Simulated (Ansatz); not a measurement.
## SnO: single-point calculation

System: SnO (slab, 4 atoms in the cell).
Method: DFT PBE+D3(BJ), scalar-relativistic, plane waves, PAW, PAW set soft_1, no spin polarisation (Ansatz 0.2.0).

The structure derives from an entry of the Crystallography Open Database. Figures and captions count atoms from 1; the log counts them from 0 in places.

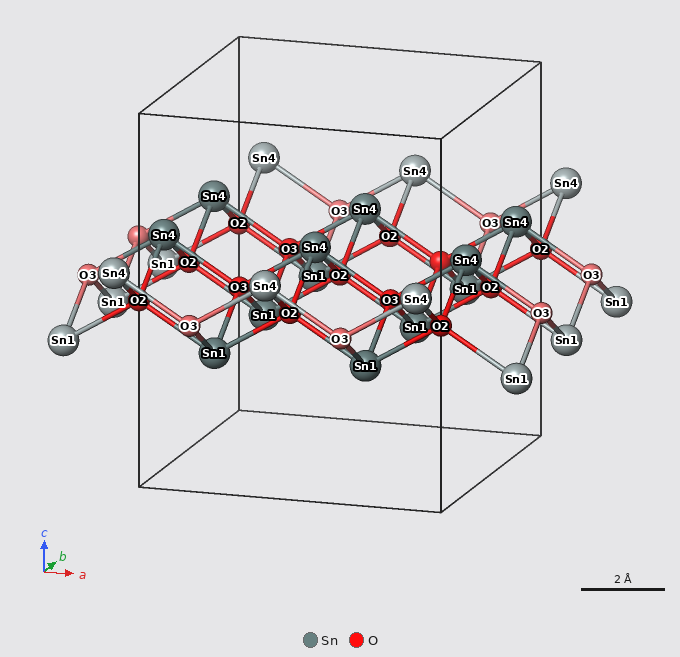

Figure 1. The structure as given in the input (ball-and-stick view of the 2 × 2 repeat of the cell, with the vacuum cut short, seen slightly off an axis; neighbours outside the cell are drawn fainter; atoms are numbered from 1 in the order of the input). Near neighbours in the crystal (not all of them lie inside the picture): Sn has 4 O at 2.24 Å; O has 4 Sn at 2.24 Å.

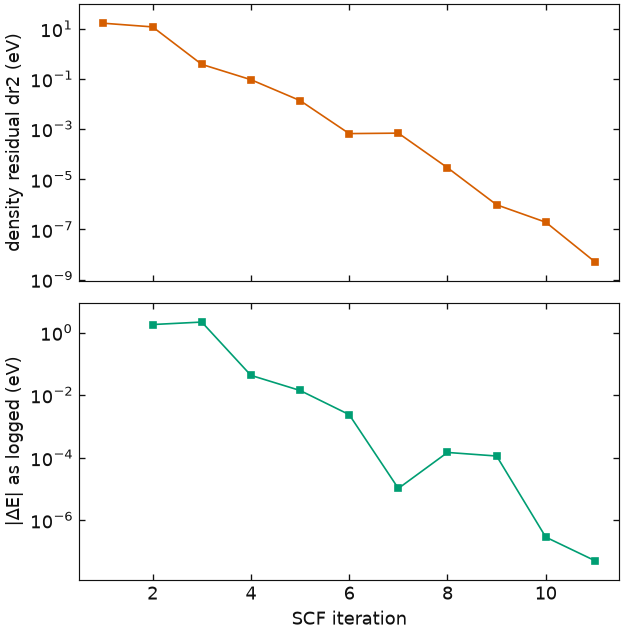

Figure 2. Convergence of the self-consistent field: density residual dr2 and size of the energy change against the SCF iteration. The residual falls almost steadily, with no more than small rises.

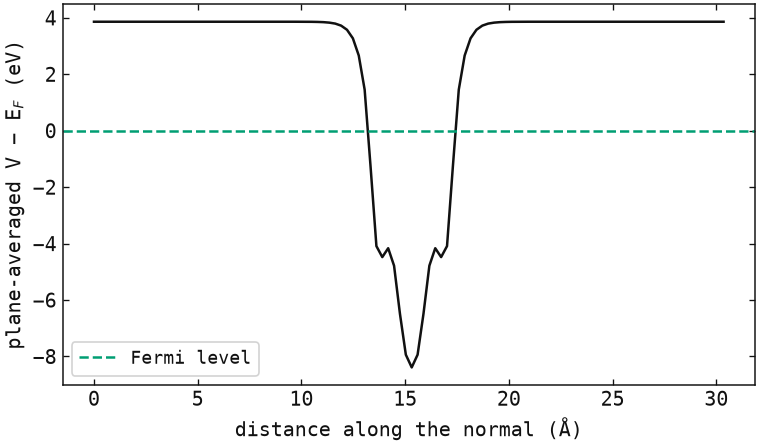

Figure 3. Plane average of the electrostatic potential energy of an electron across the cell, from the Fermi level. The vacuum level lies 3.86 eV above the Fermi level.

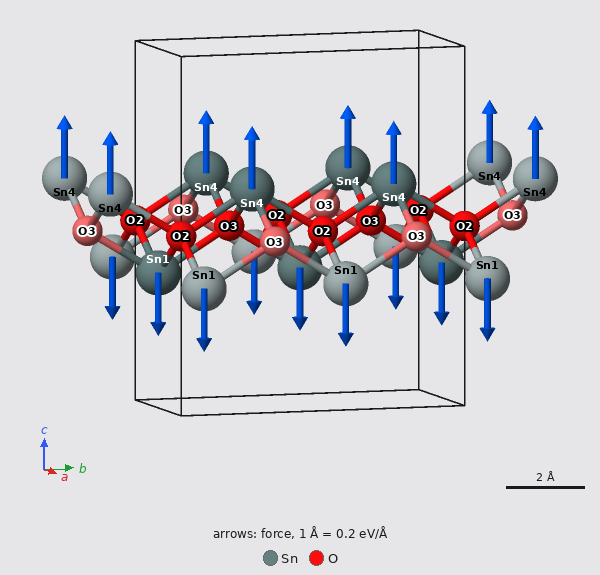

Figure 4. Forces on the atoms as blue arrows (ball-and-stick view of the 1 × 2 repeat of the cell, with the vacuum cut short, seen slightly off an axis; neighbours outside the cell are drawn fainter; atoms are numbered from 1 in the order of the input). The largest act on Sn1, Sn4 (0.33 eV/Å). The geometry is not a stationary point of this energy.

These pictures come from the run below.

## The input
```yaml
crystal:
  lattice:
    - [3.8363720762, 0.0, 0.0]
    - [0.0, 3.8363720762, 0.0]
    - [0.0, 0.0, 30.6319094251]
  atoms:
    - { symbol: Sn, position: [0.5, 0.0, 0.4621970234] }
    - { symbol: O, position: [0.0, 0.0, 0.5] }
    - { symbol: O, position: [0.5, 0.5, 0.5] }
    - { symbol: Sn, position: [0.0, 0.5, 0.5378029766] }
  periodic: [true, true, false]
basis:
  ecutwfc: 420
kpoints:
  mp_grid: { grid: [6, 6, 1] }
hamiltonian:
  xc: pbe
  pseudopotentials: { kind: paw, azcp: { folder: soft_1 } }
  dispersion: d3bj
scf:
  occupations: { method: gaussian, width: 0.1 }
output:
  forces: true
  stress: true
  eigenvalues: true
```

Launched with:
```bash
ansatz run input.yaml --threads 1 --pin off --max-ram 3072MiB --backend cpu --events-out ev --progress --plain --runs-dir out
```

## Log
```
Engine: ansatz 0.2.0, x86_64-unknown-linux-gnu
Pseudopotentials: kind: paw
Pseudopotential: Sn, paw, valence charge 14, recommended cutoff 420 eV (normal), [file]
Pseudopotential: O, paw, valence charge 6, recommended cutoff 420 eV (normal), [file]
Functional definition: PBE
  parameter kappa = 0.804
  parameter beta = 0.06672455060314922
  exchange = pbe_x(kappa = kappa, mu = beta*pi^2/3)
  correlation = pbe_c(beta = beta)
Crystal: 4 atoms, lattice volume = 450.833 Å³
Basis set: ecut = 420 eV, 8871 PW (Γ), exchange–correlation on 54×54×432 points (8 copies of the dense FFT grid, shifted against one another)
Bands: 24, of which v1, the nominal top of the filled ones, is band 20 counted from 1 (19 counted from 0)
Symmetry: 16 space group operations
Space group: P4/nmm (ITA 129), of the structure as read, at distance tolerance 7.7e-5 Å
k-points: 10 of 36
Non-local potential: Sn, projectors of the file, l = 0: 2, l = 1: 2, l = 2: 2, l = 3: 1
Non-local potential: O, projectors of the file, l = 0: 2, l = 1: 2, l = 2: 1
PAW form: soft (Blöchl's): semilocal exchange-correlation on the pseudo side does not see the compensation charge
PAW one-centre angular grid: Sn, 590 points (default); XC on 64 Gauss nodes
PAW one-centre angular grid: O, 110 points (default); XC on 64 Gauss nodes
Initial density: superposition of atomic densities (neutral atoms: chi_scale 0, normalization atom)
Initial wavefunctions: pseudopotential atomic-orbital guess
Functional: x = pbe(κ = 0.804, μ = 0.2195149727645171), c = pbe(β = 0.06672455060314922)
SCF iter   1: F=—  HF=-13188.015999 eV  |F-HF|=—  |Δ(HF+E_count)|=         —  Δρ=5.56e-2  dr2=1.64e1  ethr=3.10e-3  ⟨swp⟩=8.8  Hψ=1417  notcnv=0
preconditioner: auto → Resta (q_TF=auto, 1.822 Å⁻¹)  ε∞=1.4  [insulator: Δε(μ)=3.828 eV  Ē_g=18.210 eV  σ=0.100 eV  W_gap=1.00  n_scr=44 (ndim 8)  ℏωp=11.1 eV  f_vac=0.774  D(μ)=0.00/eV (n_scr^D=0)  ε∞_Penn≈1.4  vacuum switching on, ρ_ref=2.4e-2 e/Å³]
SCF iter   2: F=—  HF=-13186.205581 eV  |F-HF|=—  |Δ(HF+E_count)|=    1.81e0  Δρ=5.30e-2  dr2=1.17e1  ethr=3.10e-3  ⟨swp⟩=6.5  Hψ=854  notcnv=0
SCF iter   3: F=—  HF=-13184.035189 eV  |F-HF|=—  |Δ(HF+E_count)|=    2.17e0  Δρ=8.68e-3  dr2=3.76e-1  ethr=3.10e-3  ⟨swp⟩=5.5  Hψ=736  notcnv=0
SCF iter   4: F=—  HF=-13183.992274 eV  |F-HF|=—  |Δ(HF+E_count)|=   4.29e-2  Δρ=3.68e-3  dr2=9.24e-2  ethr=9.41e-4  ⟨swp⟩=3.7  Hψ=483  notcnv=0
SCF iter   5: F=—  HF=-13183.978137 eV  |F-HF|=—  |Δ(HF+E_count)|=   1.41e-2  Δρ=1.26e-3  dr2=1.36e-2  ethr=2.31e-4  ⟨swp⟩=2.0  Hψ=344  notcnv=0
SCF iter   6: F=—  HF=-13183.975761 eV  |F-HF|=—  |Δ(HF+E_count)|=   2.38e-3  Δρ=3.18e-4  dr2=6.56e-4  ethr=3.40e-5  ⟨swp⟩=3.3  Hψ=483  notcnv=0
SCF iter   7: F=—  HF=-13183.975772 eV  |F-HF|=—  |Δ(HF+E_count)|=   1.04e-5  Δρ=2.76e-4  dr2=6.84e-4  ethr=1.64e-6  ⟨swp⟩=2.6  Hψ=478  notcnv=0
SCF iter   8: F=—  HF=-13183.975624 eV  |F-HF|=—  |Δ(HF+E_count)|=   1.47e-4  Δρ=6.13e-5  dr2=2.86e-5  ethr=1.64e-6  ⟨swp⟩=2.0  Hψ=279  notcnv=0
SCF iter   9: F=—  HF=-13183.975511 eV  |F-HF|=—  |Δ(HF+E_count)|=   1.13e-4  Δρ=1.70e-5  dr2=9.54e-7  ethr=7.15e-8  ⟨swp⟩=3.8  Hψ=562  notcnv=0
SCF iter  10: F=—  HF=-13183.975511 eV  |F-HF|=—  |Δ(HF+E_count)|=   2.88e-7  Δρ=6.67e-6  dr2=1.93e-7  ethr=2.39e-9  ⟨swp⟩=2.7  Hψ=507  notcnv=0
SCF iter  11: F=-13183.975511 eV  HF=-13183.975511 eV  |F-HF|=4.39e-9  |Δ(HF+E_count)|=   5.09e-8  Δρ=1.20e-6  dr2=5.09e-9  ethr=2.50e-10  ⟨swp⟩=10.5  Hψ=1516  notcnv=0
SCF 1 converged in 11 iterations: F = -13183.975511 eV  dr2 = 5.09e-9
  greatest PAW one-centre occupation: 0.993 electrons in one spin orbital (limit 2), on the Sn atom at site 3 (counted from 0), in its partial waves of l = 2
SCF converged after 11 iterations
Free energy (F): -13183.975511 eV
Harris-Foulkes:  -13183.975511 eV  (|F-HF|=4.39e-9)
Internal energy: -13183.975511 eV  (E = F + TS)
E sigma→0 (E₀):  -13183.975511 eV
Fermi energy:    -3.860227 eV
--- Per-component energies (eV) ---
  E_band       = -743.731013
  E_kinetic    = 671.274116
  E_local      = -66091.873455  (includes V_loc(G=0)·N_el)
  E_nonlocal   = 395.093620
  E_hartree    = 32677.616774
  E_xc         = -394.118937
  E_vxc        = -341.790604  (∫ρ·V_xc dr)
  E_paw        = -9063.156648  (= ΣΔE_a)
  E_vpaw       = -731.672443  (= ΣTr[D̂ρ^β])
  E_aug_tail   = 0.002077  (compensation charges beyond the density's cutoff)
  E_ewald      = 28621.732373
  E_disp       = -0.545430  (pairwise vdW)
  E_smearing   = -0.000000  (= −TS)
  E_closure    = 0.000000  (closes the sum)
  Σ components = -13183.975511   (vs F -13183.975511, Δ=0.00e0)
--- Forces (eV/Å), atoms counted from 1 ---
  atom   1  Sn     0.00000000     0.00000000    -0.32744913
  atom   2  O      0.00000000     0.00000000     0.00000000
  atom   3  O      0.00000000     0.00000000     0.00000000
  atom   4  Sn     0.00000000     0.00000000     0.32744913
  max |Σ_I F_I| component: 0.00e0 eV/Å
--- 2D stress c σ (N/m, compression-positive) ---
        0.133512       0.000000       0.000000
        0.000000       0.133512       0.000000
        0.000000       0.000000       0.000000
  P = ½ c Tr σ = 0.1335 N/m
--- Band table (eV; the first three rows and the last of 10) ---
  k-point 0: bands = ["-26.0313", "-25.6418", "-25.6092", "-25.6092", "-25.5930", "-25.5620", "-25.5566", "-25.5362", "-25.5233", "-25.5233", "-24.1305", "-21.6266", "-12.2736", "-10.1761", "-10.1761", "-9.0743", "-7.5302", "-7.2148", "-7.2148", "-5.4158", "-2.3439", "-2.3435", "-0.1824", "-0.0678"]
  k-point 1: bands = ["-26.0180", "-25.6546", "-25.6119", "-25.6066", "-25.6023", "-25.5991", "-25.5537", "-25.5533", "-25.5235", "-25.5147", "-23.9128", "-21.7578", "-12.2228", "-10.1489", "-10.0051", "-9.5053", "-7.7963", "-7.4502", "-7.0834", "-5.3892", "-1.8065", "-1.7448", "-0.7673", "0.1137"]
  k-point 2: bands = ["-25.9806", "-25.7931", "-25.6171", "-25.6109", "-25.5985", "-25.5948", "-25.5453", "-25.5317", "-25.5267", "-25.5108", "-23.3860", "-22.1483", "-12.0148", "-10.5280", "-9.8459", "-9.5225", "-8.3464", "-8.0585", "-6.6481", "-5.4470", "-1.8269", "-1.5171", "-0.5286", "-0.1542"]
  k-point 9: bands = ["-25.9570", "-25.9570", "-25.6114", "-25.6114", "-25.5764", "-25.5764", "-25.5140", "-25.5140", "-25.5025", "-25.5025", "-22.4984", "-22.4984", "-12.9763", "-12.9763", "-9.2922", "-9.2922", "-6.5597", "-6.5597", "-6.0647", "-6.0647", "-2.2412", "-2.2412", "-0.1196", "-0.1196"]
```

## Key numbers

- outcome: converged
- electrons treated: 40
- free energy: −13183.9755 eV
- work function, top face: 3.86 eV
- work function, bottom face: 3.86 eV
- Fermi energy: −3.860 eV
- gap on the k-point mesh: 3.04 eV
- work function (upper face): 3.86 eV
- largest force (length of the vector): 0.327 eV/Å
- hardware: 1 thread of AMD EPYC 7571, 32 GiB of memory available, shared host
- wall time: 17 s
- peak memory: 0.59 GiB
